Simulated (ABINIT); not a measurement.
**Optical-spectrum calculation, with input and output: Pd (part 2 of 2)**

Pd (1 atom in the cell); Kohn-Sham DFT of a periodic cell, PBEsol, PseudoDojo NC SR PBEsol v0.4.1 standard, no spin polarisation (ABINIT 10.8.3); cutoff 1006.82 eV, 16×16×16 k-mesh, methfessel-paxton of 0.2 eV. The structure derives from a Materials Project entry.

Geometry of the input (Å; fractional positions):
```
-1.5723  1.5723  1.5723
1.5723  -1.5723  1.5723
1.5723  1.5723  -1.5723
Pd 0.0000  0.0000  0.0000
```

Log, continued:
```
--- !ResultsGS
iteration_state: {dtset: 1, }
comment   : Summary of ground state results
lattice_vectors:
- [ -2.9711805,   2.9711805,   2.9711805, ]
- [  2.9711805,  -2.9711805,   2.9711805, ]
- [  2.9711805,   2.9711805,  -2.9711805, ]
lattice_lengths: [   5.14624,    5.14624,    5.14624, ]
lattice_angles: [109.471, 109.471, 109.471, ] # degrees, (23, 13, 12)
lattice_volume:   1.0491730E+02
convergence: {deltae:  1.421E-12, res2:  3.324E-15, residm:  7.689E-04, diffor: null, }
etotal    :  -1.34858583E+02
entropy   :   0.00000000E+00
fermie    :   4.21715366E-01
cartesian_stress_tensor: # hartree/bohr^3
- [  3.76792613E-04,   0.00000000E+00,   0.00000000E+00, ]
- [  0.00000000E+00,   3.76792613E-04,   0.00000000E+00, ]
- [  0.00000000E+00,   0.00000000E+00,   3.76792613E-04, ]
pressure_GPa:  -1.1086E+01
xred      :
- [  0.0000E+00,   0.0000E+00,   0.0000E+00, Pd]
cartesian_forces: # hartree/bohr
- [ -0.00000000E+00,  -0.00000000E+00,  -0.00000000E+00, ]
force_length_stats: {min:   0.00000000E+00, max:   0.00000000E+00, mean:   0.00000000E+00, }
...

 Integrated electronic density in atomic spheres:
 ------------------------------------------------
 Atom  Sphere_radius  Integrated_density
    1        2.00000         15.21391284
================================================================================

 ----iterations are completed or convergence reached----

 Mean square residual over all n,k,spin=   39.581E-08; max=  76.892E-05
 reduced coordinates (array xred) for    1 atoms
       0.000000000000      0.000000000000      0.000000000000
 rms dE/dt=  0.0000E+00; max dE/dt=  0.0000E+00; dE/dt below (all hartree)
    1       0.000000000000      0.000000000000      0.000000000000

 cartesian coordinates (angstrom) at end:
    1      0.00000000000000     0.00000000000000     0.00000000000000

 cartesian forces (hartree/bohr) at end:
    1     -0.00000000000000    -0.00000000000000    -0.00000000000000
 frms,max,avg= 0.0000000E+00 0.0000000E+00   0.000E+00  0.000E+00  0.000E+00 h/b

 cartesian forces (eV/Angstrom) at end:
    1     -0.00000000000000    -0.00000000000000    -0.00000000000000
 frms,max,avg= 0.0000000E+00 0.0000000E+00   0.000E+00  0.000E+00  0.000E+00 e/A
 length scales=  1.000000000000  1.000000000000  1.000000000000 bohr
              =  0.529177210544  0.529177210544  0.529177210544 angstroms
 Fermi (or HOMO) energy (hartree) =   0.42172   Average Vxc (hartree)=  -0.50010
 Eigenvalues (hartree) for nkpt= 240  k points:
 kpt#   1, nband= 13, wtk=  0.00098, kpt= -0.0156 -0.0156  0.0469 (reduced coord)
  -2.66012   -1.39473   -1.39454   -1.39454    0.17286    0.32087    0.32087    0.32292
   0.38995    0.38995    1.13462    1.13462    1.13668
      occupation numbers for kpt#   1
   2.00000    2.00000    2.00000    2.00000    2.00000    2.00000    2.00000    2.00000
   2.00000    2.00000    0.00000    0.00000    0.00000
 prteigrs : prtvol=0 or 1, do not print more k-points.

--- !EnergyTerms
iteration_state     : {dtset: 1, }
comment             : Components of total free energy in Hartree
kinetic             :  4.54481282544838E+01
hartree             :  2.67269426238309E+01
xc                  : -2.04661526186006E+01
Ewald energy        : -9.92123875662195E+01
psp_core            :  4.49026947703002E+00
local_psp           : -9.29402883426479E+01
non_local_psp       :  1.09495807988439E+00
internal            : -1.34858530092239E+02
'-kT*entropy'       : -5.25037334722335E-05
total_energy        : -1.34858582595972E+02
total_energy_eV     : -3.66968897960453E+03
band_energy         : -1.03763448138462E+01
...

 Cartesian components of stress tensor (hartree/bohr^3)
  sigma(1 1)=  3.76792613E-04  sigma(3 2)=  0.00000000E+00
  sigma(2 2)=  3.76792613E-04  sigma(3 1)=  0.00000000E+00
  sigma(3 3)=  3.76792613E-04  sigma(2 1)=  0.00000000E+00

-Cartesian components of stress tensor (GPa)         [Pressure= -1.1086E+01 GPa]
- sigma(1 1)=  1.10856214E+01  sigma(3 2)=  0.00000000E+00
- sigma(2 2)=  1.10856214E+01  sigma(3 1)=  0.00000000E+00
- sigma(3 3)=  1.10856214E+01  sigma(2 1)=  0.00000000E+00

================================================================================
== DATASET  2 ==================================================================

--- !DatasetInfo
iteration_state: {dtset: 2, }
dimensions: {natom: 1, nkpt: 240, mband: 25, nsppol: 1, nspinor: 1, nspden: 1, mpw: 1144, }
cutoff_energies: {ecut:  37.0, pawecutdg:  -1.0, }
electrons: {nelect:   1.80000000E+01, charge:   0.00000000E+00, occopt:   6.00000000E+00, tsmear:   7.34986000E-03, }
meta: {optdriver: 0, ionmov: 0, optcell: 0, iscf: -3, paral_kgb: 0, }
...

 mkfilename : getden/=0, take file _DEN from output of DATASET   1.

 Real(R)+Recip(G) space primitive vectors, cartesian coordinates (Bohr,Bohr^-1):
 R(1)= -2.9711805  2.9711805  2.9711805  G(1)=  0.0000000  0.1682833  0.1682833
 R(2)=  2.9711805 -2.9711805  2.9711805  G(2)=  0.1682833  0.0000000  0.1682833
 R(3)=  2.9711805  2.9711805 -2.9711805  G(3)=  0.1682833  0.1682833  0.0000000
 Unit cell volume ucvol=  1.0491730E+02 bohr^3
 Angles (23,13,12)=  1.09471221E+02  1.09471221E+02  1.09471221E+02 degrees

 getcut: wavevector=  0.0000  0.0000  0.0000  ngfft=  30  30  30
         ecut(hartree)=     37.000   => boxcut(ratio)=   2.12895
--------------------------------------------------------------------------------

================================================================================

--- !BeginCycle
iteration_state: {dtset: 2, }
solver: {iscf: -3, nstep: 120, nline: 4, wfoptalg: 0, }
tolerances: {tolwfr: 1.00E-12, }
...

     iter   Etot(hartree)      deltaE(h)  residm     vres2
 Non-SCF case, kpt    1 ( -0.01563 -0.01563  0.04688), residuals and eigenvalues=
  8.27E-13  2.22E-13  8.78E-13  3.62E-13  5.47E-13  3.06E-13  3.62E-13  2.65E-13
  3.32E-13  2.95E-13  7.23E-13  4.24E-13  1.06E-13  5.58E-13  5.13E-13  6.96E-14
  4.33E-13  5.04E-13  6.19E-14  1.45E-13  2.10E-13  4.91E-13  3.18E-11  1.34E-09
  3.63E-10
 -2.6601E+00 -1.3947E+00 -1.3945E+00 -1.3945E+00  1.7286E-01  3.2087E-01
  3.2087E-01  3.2292E-01  3.8995E-01  3.8995E-01  1.1346E+00  1.1346E+00
  1.1367E+00  1.4020E+00  1.4020E+00  1.4478E+00  1.4906E+00  1.4906E+00
  1.6017E+00  1.6017E+00  1.6081E+00  1.9264E+00  2.1832E+00  2.1832E+00
  2.1844E+00
 prteigrs : prtvol=0 or 1, do not print more k-points.

--- !ResultsGS
iteration_state: {dtset: 2, }
comment   : Summary of ground state results
lattice_vectors:
- [ -2.9711805,   2.9711805,   2.9711805, ]
- [  2.9711805,  -2.9711805,   2.9711805, ]
- [  2.9711805,   2.9711805,  -2.9711805, ]
lattice_lengths: [   5.14624,    5.14624,    5.14624, ]
lattice_angles: [109.471, 109.471, 109.471, ] # degrees, (23, 13, 12)
lattice_volume:   1.0491730E+02
convergence: {deltae:  0.000E+00, res2:  0.000E+00, residm:  9.981E-13, diffor:  0.000E+00, }
etotal    :  -1.34858583E+02
entropy   :   0.00000000E+00
fermie    :   4.21715367E-01
cartesian_stress_tensor: null
pressure_GPa: null
xred      :
- [  0.0000E+00,   0.0000E+00,   0.0000E+00, Pd]
cartesian_forces: null
force_length_stats: {min: null, max: null, mean: null, }
...

 Integrated electronic density in atomic spheres:
 ------------------------------------------------
 Atom  Sphere_radius  Integrated_density
    1        2.00000         15.21391282
================================================================================

 ----iterations are completed or convergence reached----

 Mean square residual over all n,k,spin=   33.953E-14; max=  99.814E-14
 reduced coordinates (array xred) for    1 atoms
       0.000000000000      0.000000000000      0.000000000000

 cartesian coordinates (angstrom) at end:
    1      0.00000000000000     0.00000000000000     0.00000000000000
 length scales=  1.000000000000  1.000000000000  1.000000000000 bohr
              =  0.529177210544  0.529177210544  0.529177210544 angstroms
 Eigenvalues (hartree) for nkpt= 240  k points:
 kpt#   1, nband= 25, wtk=  0.00098, kpt= -0.0156 -0.0156  0.0469 (reduced coord)
  -2.66012   -1.39473   -1.39454   -1.39454    0.17286    0.32087    0.32087    0.32292
   0.38995    0.38995    1.13462    1.13462    1.13668    1.40200    1.40200    1.44784
   1.49062    1.49062    1.60170    1.60170    1.60814    1.92636    2.18322    2.18322
   2.18436
      occupation numbers for kpt#   1
   2.00000    2.00000    2.00000    2.00000    2.00000    2.00000    2.00000    2.00000
   2.00000    2.00000    0.00000    0.00000    0.00000    0.00000    0.00000    0.00000
   0.00000    0.00000    0.00000    0.00000    0.00000    0.00000    0.00000    0.00000
   0.00000
 prteigrs : prtvol=0 or 1, do not print more k-points.

--- !EnergyTerms
iteration_state     : {dtset: 2, }
comment             : Components of total free energy in Hartree
kinetic             :  4.54481281605245E+01
hartree             :  2.67269426238309E+01
xc                  : -2.04661526186006E+01
Ewald energy        : -9.92123875662195E+01
psp_core            :  4.49026947703002E+00
local_psp           : -9.29402883426479E+01
non_local_psp       :  1.09495820885481E+00
internal            : -1.34858530057228E+02
'-kT*entropy'       : -5.25037318191088E-05
total_energy        : -1.34858582560959E+02
...

--- !EnergyTermsDC
iteration_state     : {dtset: 2, }
comment             : '"Double-counting" decomposition of free energy'
band_energy         : -1.03763447887759E+01
Ewald energy        : -9.92123875662195E+01
psp_core            :  4.49026947703002E+00
xc_dc               : -2.97600672142765E+01
internal            : -1.34858530092242E+02
'-kT*entropy'       : -5.25037318191088E-05
total_energy_dc     : -1.34858582595974E+02
...

================================================================================
== DATASET  3 ==================================================================

--- !DatasetInfo
iteration_state: {dtset: 3, }
dimensions: {natom: 1, nkpt: 240, mband: 21, nsppol: 1, nspinor: 1, nspden: 1, mpw: 1144, }
cutoff_energies: {ecut:  37.0, pawecutdg:  -1.0, }
electrons: {nelect:   1.80000000E+01, charge:   0.00000000E+00, occopt:   6.00000000E+00, tsmear:   7.34986000E-03, }
meta: {optdriver: 8, wfk_task: 7, }
...

 mkfilename : getwfk/=0, take file _WFK from output of DATASET   2.

--------------------------------------------------------------------------------

 Computation of velocity matrix elements (DDK)

 Parameters extracted from the Abinit header:
    ecut:     37.0
    nkpt:    8192
    mband:   25
    nsppol:  1
    nspinor: 1
    useylm:  0
    inclvkb: 2
    bmin: 1, bmax: 25
    Computing diagonal and off-diagonal matrix elements
    Between band index bmin: 1, bmax: 25

== END DATASET(S) ==============================================================
================================================================================

 -outvars: echo values of variables after computation  --------
            acell      1.0000000000E+00  1.0000000000E+00  1.0000000000E+00 Bohr
           etotal1    -1.3485858260E+02
           etotal2    -1.3485858260E+02
           etotal3     0.0000000000E+00
            fcart1    -0.0000000000E+00 -0.0000000000E+00 -0.0000000000E+00
            fcart3     0.0000000000E+00  0.0000000000E+00  0.0000000000E+00
            rprim     -2.9711804810E+00  2.9711804810E+00  2.9711804810E+00
                       2.9711804810E+00 -2.9711804810E+00  2.9711804810E+00
                       2.9711804810E+00  2.9711804810E+00 -2.9711804810E+00
           strten1     3.7679261251E-04  3.7679261251E-04  3.7679261251E-04
                       0.0000000000E+00  0.0000000000E+00  0.0000000000E+00
           strten3     0.0000000000E+00  0.0000000000E+00  0.0000000000E+00
                       0.0000000000E+00  0.0000000000E+00  0.0000000000E+00
 Calculation completed.
```

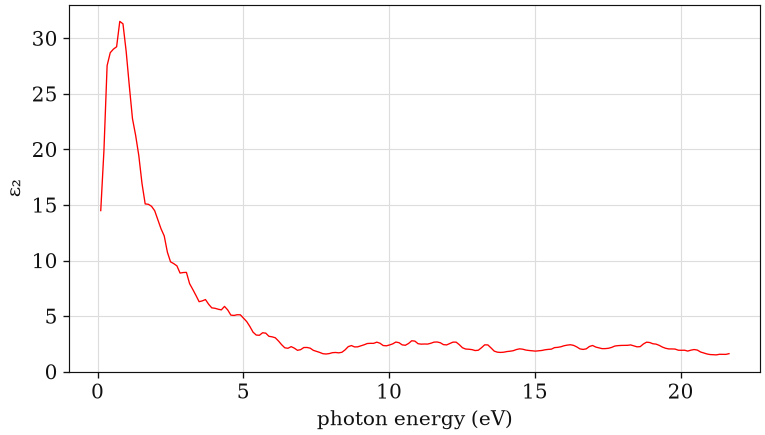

**Figure 1.** Imaginary part of the dielectric function (first component that the program prints). The highest peak, 31.5, lies at 0.76 eV.

Summary:

- outcome: converged
- space group (tolerance 0.01 Å): Im-3m (229)
- electrons treated: 18
- free energy: −3669.6890 eV
- Fermi energy: 11.475 eV
- pressure: −11.09 GPa
- largest force (length of the vector): under 0.001 eV/Å
- hardware: 1 thread of Intel Xeon @ 2.90GHz (Ice Lake), 192 GiB of memory available, shared host
- wall time: 5.1 min
- peak memory: 4.2 GiB

Points of doubt noted for this run: no intraband term. The cell is under a tension of 11.1 GPa at this level, so it is not at its equilibrium volume.
